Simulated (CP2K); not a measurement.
**AlAs: single-point calculation**

AlAs (F-43m, 2 atoms in the cell), computed with with the settings of its input (CP2K 2026.2).

The structure was built on a prototype by a generator. The geometry comes from this level: r2SCAN. It belongs to a series of runs on one base structure; here: ALPHA = 0.05.

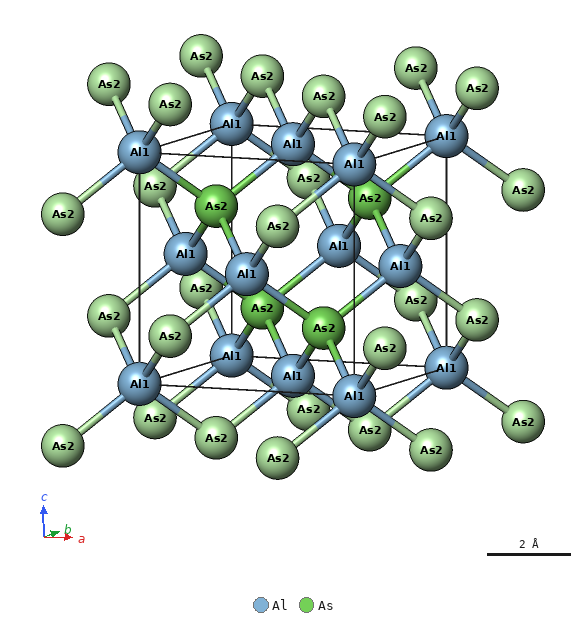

**Figure 1.** The input geometry (ball-and-stick view of the cell 4 times as large as that of the calculation, set on its symmetry axes, seen slightly off an axis; neighbours outside the cell are drawn fainter; atoms are numbered from 1 in the order of the input). Near neighbours in the crystal (not all of them lie inside the picture): Al has 4 As at 2.46 Å; As has 4 Al at 2.46 Å.

## Results in brief

```json
{"quantity": "outcome", "value": "converged"}
{"quantity": "space group (tolerance 0.01 Å)", "value": "F-43m (216)"}
{"quantity": "electrons treated", "value": "8"}
{"quantity": "free energy", "value": "−229.0572 eV"}
{"quantity": "band gap", "value": "1.62 eV"}
{"quantity": "pressure", "value": "2.57 GPa"}
{"quantity": "largest force (length of the vector)", "value": "under 0.001 eV/Å"}
{"quantity": "hardware", "value": "2 threads of Arm Neoverse V1, 112 GiB of memory available, shared host"}
{"quantity": "wall time", "value": "5.7 s (CPU time 9.7 s)"}
{"quantity": "peak memory", "value": "0.2 GiB"}
```

## Remarks

Settings chosen away from the usual ones: ALPHA = 0.05.

## The input
```
&GLOBAL
 PROJECT run
 RUN_TYPE ENERGY_FORCE
 PRINT_LEVEL LOW
&END GLOBAL
&FORCE_EVAL
 METHOD QS
 STRESS_TENSOR ANALYTICAL
 &DFT
  BASIS_SET_FILE_NAME BASIS_MOLOPT
  POTENTIAL_FILE_NAME GTH_POTENTIALS
  &QS
   EXTRAPOLATION USE_GUESS
  &END QS
  &MGRID
   CUTOFF 350
   REL_CUTOFF 50
  &END MGRID
  &XC
   &XC_FUNCTIONAL PBE
   &END XC_FUNCTIONAL
  &END XC
  &KPOINTS
   SCHEME MONKHORST-PACK 5 5 5
   SYMMETRY F
   FULL_GRID F
  &END KPOINTS
  &SCF
   ADDED_MOS 8
   EPS_SCF 1e-6
   MAX_SCF 80
   &DIAGONALIZATION
   &END DIAGONALIZATION
   &MIXING
    METHOD BROYDEN_MIXING
    ALPHA 0.05
   &END MIXING
   &SMEAR
    METHOD FERMI_DIRAC
    ELECTRONIC_TEMPERATURE [K] 232
   &END SMEAR
   &PRINT
    &ITERATION_INFO
    &END ITERATION_INFO
   &END PRINT
  &END SCF
  &PRINT
   &BAND_STRUCTURE
    FILE_NAME bands.bs
    ADDED_MOS 6
    &KPOINT_SET
     UNITS B_VECTOR
     SPECIAL_POINT 0.00000000 0.00000000 0.00000000
     NPOINTS 0
    &END KPOINT_SET
    &KPOINT_SET
     UNITS B_VECTOR
     SPECIAL_POINT -0.50000000 -0.50000000 0.00000000
     NPOINTS 0
    &END KPOINT_SET
    &KPOINT_SET
     UNITS B_VECTOR
     SPECIAL_POINT -0.37500000 -0.37500000 0.25000000
     NPOINTS 0
    &END KPOINT_SET
    &KPOINT_SET
     UNITS B_VECTOR
     SPECIAL_POINT -0.37500000 0.00000000 0.37500000
     NPOINTS 0
    &END KPOINT_SET
    &KPOINT_SET
     UNITS B_VECTOR
     SPECIAL_POINT 0.00000000 0.00000000 0.50000000
     NPOINTS 0
    &END KPOINT_SET
    &KPOINT_SET
     UNITS B_VECTOR
     SPECIAL_POINT -0.50000000 -0.25000000 0.25000000
     NPOINTS 0
    &END KPOINT_SET
    &KPOINT_SET
     UNITS B_VECTOR
     SPECIAL_POINT 0.00000000 0.50000000 0.50000000
     NPOINTS 0
    &END KPOINT_SET
   &END BAND_STRUCTURE
  &END PRINT
 &END DFT
 &SUBSYS
  &CELL
   A 4.01484573 0.00000000 0.00000000
   B 2.00742286 3.47695839 0.00000000
   C 2.00742286 1.15898613 3.27810781
  &END CELL
  &COORD
   SCALED
   Al -0.00000000 0.00000000 0.00000000
   As 0.25000000 0.25000000 0.25000000
  &END COORD
  &KIND Al
   BASIS_SET DZVP-MOLOPT-SR-GTH
   POTENTIAL GTH-PBE
  &END KIND
  &KIND As
   BASIS_SET DZVP-MOLOPT-SR-GTH
   POTENTIAL GTH-PBE
  &END KIND
 &END SUBSYS
 &PRINT
  &STRESS_TENSOR
  &END STRESS_TENSOR
  &FORCES
  &END FORCES
 &END PRINT
&END FORCE_EVAL
```

Launch command:
```bash
cp2k.psmp -i run.inp
```

## The program's output
```
CP2K| version string:                                       CP2K version 2026.2
 CP2K|            -lib tblite libvori libbqb
 CP2K| Input file name                                                   run.inp

 GLOBAL| Force Environment number                                              1
 GLOBAL| Cholesky decomposition library                                ScaLAPACK
 GLOBAL| Direct generalized diagonalization requested                          F
 GLOBAL| Matrix multiplication library                                 ScaLAPACK

 GENERATE|  Preliminary Number of Bonds generated:                             0
 GENERATE|  Achieved consistency in connectivity generation.

 *******************************************************************************
 *******************************************************************************
 **                                                                           **
 **     #####                         ##              ##                      **
 **    ##   ##            ##          ##              ##                      **
 **   ##     ##                       ##            ######                    **
 **   ##     ##  ##   ##  ##   #####  ##  ##   ####   ##    #####    #####    **
 **   ##     ##  ##   ##  ##  ##      ## ##   ##      ##   ##   ##  ##   ##   **
 **   ##  ## ##  ##   ##  ##  ##      ####     ###    ##   ######   ######    **
 **    ##  ###   ##   ##  ##  ##      ## ##      ##   ##   ##       ##        **
 **     #######   #####   ##   #####  ##  ##  ####    ##    #####   ##        **
 **           ##                                                    ##        **
 **                                                                           **
 **                                                ... make the atoms dance   **
 **                                                                           **
 **                      J. Chem. Phys. 152, 194103 (2020)                    **
 **                                                                           **
 *******************************************************************************

 TOTAL NUMBERS AND MAXIMUM NUMBERS

  Total number of            - Atomic kinds:                                   2
                             - Atoms:                                          2
                             - Shell sets:                                     2
                             - Shells:                                        10
                             - Primitive Cartesian functions:                  8
                             - Cartesian basis functions:                     28
                             - Spherical basis functions:                     26

  Maximum angular momentum of- Orbital basis functions:                        2
                             - Local part of the GTH pseudopotential:          0
                             - Non-local part of the GTH pseudopotential:      4

 SCF PARAMETERS         Density guess:                                    ATOMIC
                        --------------------------------------------------------
                        max_scf:                                              80
                        max_scf_history:                                       0
                        max_diis:                                              4
                        --------------------------------------------------------
                        eps_scf:                                        1.00E-06
                        eps_scf_history:                                0.00E+00
                        eps_diis:                                       1.00E-01
                        eps_eigval:                                     1.00E-05
                        --------------------------------------------------------
                        level_shift [a.u.]:                             0.000000
                        added MOs                                         8    0
                        --------------------------------------------------------
                        Mixing method:                            BROYDEN_MIXING
                                                charge density mixing in g-space
                        --------------------------------------------------------
                        Smear method:                                FERMI_DIRAC
                        Electronic temperature [K]:                        232.0
                        Electronic temperature [a.u.]:                  7.35E-04
                        Accuracy threshold:                             1.00E-10
                        --------------------------------------------------------
                        No outer SCF

 Extrapolation method: initial_guess

 Number of electrons:                                                          8
 Number of occupied orbitals:                                                  4
 Number of molecular orbitals:                                                12

 Number of orbital functions:                                                 26
 Number of independent orbital functions:                                     26

 SCF WAVEFUNCTION OPTIMIZATION

  ------------------------------------------------------------------------------
     1 NoMix/Diag. 0.50E-01    0.3     1.17120334        -8.5015743531 -8.50E+00
     2 Broy./Diag. 0.50E-01    0.4     0.00807823        -8.2982686651  2.03E-01
     3 Broy./Diag. 0.50E-01    0.4     0.10245102        -8.3528825739 -5.46E-02
     4 Broy./Diag. 0.50E-01    0.4     0.00277793        -8.4667759375 -1.14E-01
     5 Broy./Diag. 0.50E-01    0.5     0.02144734        -8.4260533594  4.07E-02
     6 Broy./Diag. 0.50E-01    0.4     0.00005031        -8.4189991422  7.05E-03
     7 Broy./Diag. 0.50E-01    0.4     0.00043255        -8.4174913569  1.51E-03
     8 Broy./Diag. 0.50E-01    0.4     0.00003676        -8.4168962984  5.95E-04
     9 Broy./Diag. 0.50E-01    0.4     0.00011542        -8.4175578019 -6.62E-04
    10 Broy./Diag. 0.50E-01    0.4     0.00001076        -8.4176835364 -1.26E-04
    11 Broy./Diag. 0.50E-01    0.4     0.00000060        -8.4176906403 -7.10E-06

  *** SCF run converged in    11 steps ***

  Electronic density on regular grids:         -8.0000000000       -0.0000000000
  Core density on regular grids:                7.9999999980       -0.0000000020
  Total charge density on r-space grids:       -0.0000000020
  Total charge density g-space grids:          -0.0000000020

  Overlap energy of the core charge distribution:               0.00000000018301
  Self energy of the core charge distribution:                -19.20414543999093
  Core Hamiltonian energy:                                      4.26424712897832
  Hartree energy:                                               8.92726376257637
  Exchange-correlation energy:                                 -2.40505609206084
  Electronic entropic energy:                                  -0.00000000000000
  Fermi energy:                                                 0.15924190983570

  Total energy:                                                -8.41769064031407
  Total energy (extrapolated to T->0):                         -8.41769064031407

 KPOINTS| Band Structure Calculation
 KPOINTS| Number of k-point sets                                               7
 KPOINTS| Number of added MOs/bands                                            6
 KPOINTS| Number of k-points in set    1                                       1
 KPOINTS| In units of b-vector [2pi/Bohr]
 KPOINTS| Special point     1 not specifi     0.000000     0.000000     0.000000
 KPOINTS| Time for k-point line                                            0.002
 KPOINTS| Number of k-points in set    2                                       1
 KPOINTS| In units of b-vector [2pi/Bohr]
 KPOINTS| Special point     1 not specifi    -0.500000    -0.500000     0.000000
 KPOINTS| Time for k-point line                                            0.002
 KPOINTS| Number of k-points in set    3                                       1
 KPOINTS| In units of b-vector [2pi/Bohr]
 KPOINTS| Special point     1 not specifi    -0.375000    -0.375000     0.250000
 KPOINTS| Time for k-point line                                            0.002
 KPOINTS| Number of k-points in set    4                                       1
 KPOINTS| In units of b-vector [2pi/Bohr]
 KPOINTS| Special point     1 not specifi    -0.375000     0.000000     0.375000
 KPOINTS| Time for k-point line                                            0.002
 KPOINTS| Number of k-points in set    5                                       1
 KPOINTS| In units of b-vector [2pi/Bohr]
 KPOINTS| Special point     1 not specifi     0.000000     0.000000     0.500000
 KPOINTS| Time for k-point line                                            0.002
 KPOINTS| Number of k-points in set    6                                       1
 KPOINTS| In units of b-vector [2pi/Bohr]
 KPOINTS| Special point     1 not specifi    -0.500000    -0.250000     0.250000
 KPOINTS| Time for k-point line                                            0.002
 KPOINTS| Number of k-points in set    7                                       1
 KPOINTS| In units of b-vector [2pi/Bohr]
 KPOINTS| Special point     1 not specifi     0.000000     0.500000     0.500000
 KPOINTS| Time for k-point line                                            0.002

 ENERGY| Total FORCE_EVAL ( QS ) energy [hartree]             -8.417696181978593

 FORCES| Atomic forces [hartree/bohr]
 FORCES|   Atom     x               y               z               |f|
 FORCES|      1  4.83186416E-10  4.55533805E-09 -1.79417154E-10   4.58440448E-09
 FORCES|      2  2.14822353E-09 -3.03592691E-09  1.25326792E-09   3.92458877E-09
 FORCES| Sum     2.63140995E-09  1.51941115E-09  1.07385077E-09
 FORCES| Total atomic force                                       3.22274479E-09

 STRESS| Analytical stress tensor [bar]
 STRESS|                        x                   y                   z
 STRESS|      x        2.57019461756E+04  -2.47622828375E-02  -1.75095725174E-02
 STRESS|      y       -2.47622828375E-02   2.57019818631E+04   5.39612239097E-03
 STRESS|      z       -1.75095725174E-02   5.39612239097E-03   2.57019466108E+04
 STRESS| 1/3 Trace                                             2.57019582165E+04
 STRESS| Determinant                                           1.69784734429E+13

 STRESS| Eigenvectors and eigenvalues of the analytical stress tensor [bar]
 STRESS|                        1                   2                   3
 STRESS| Eigenvalues   2.57019246958E+04   2.57019520517E+04   2.57019979020E+04
 STRESS|      x           0.781696705812     -0.390556308542     -0.486226315599
 STRESS|      y           0.286296297666     -0.467911346897      0.836118054696
 STRESS|      z           0.554061991175      0.792795523009      0.253949933315
```
